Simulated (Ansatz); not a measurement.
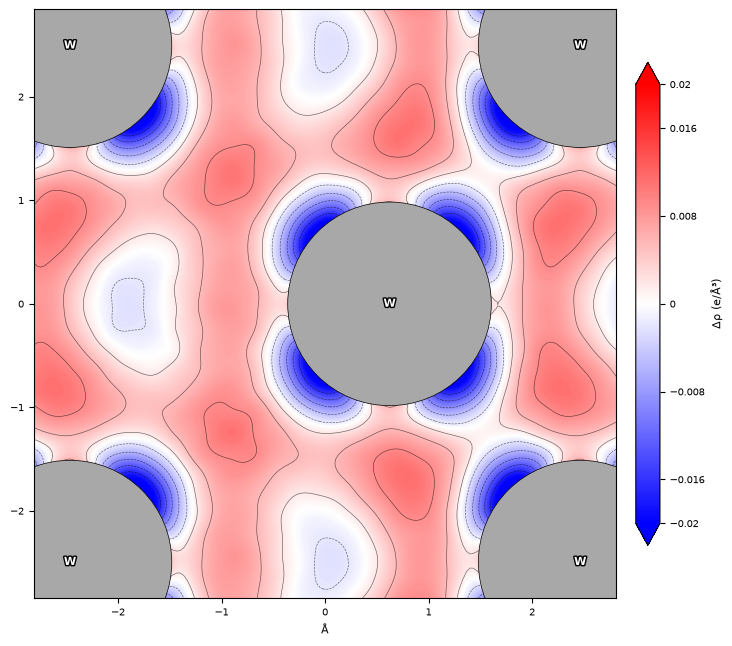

W. Difference of the valence pseudo-densities of two functionals at the same geometry, on the (100) plane of the calculation cell: r2SCAN less LDA.

Both computed with Ansatz (plane waves, PAW), on the same k-point mesh. Grey discs cover the atomic cores.

### What does the difference map show?

Against LDA, r2SCAN gives less density around W (−0.007 e/Å³ on average at 1.1 Å from the nucleus).
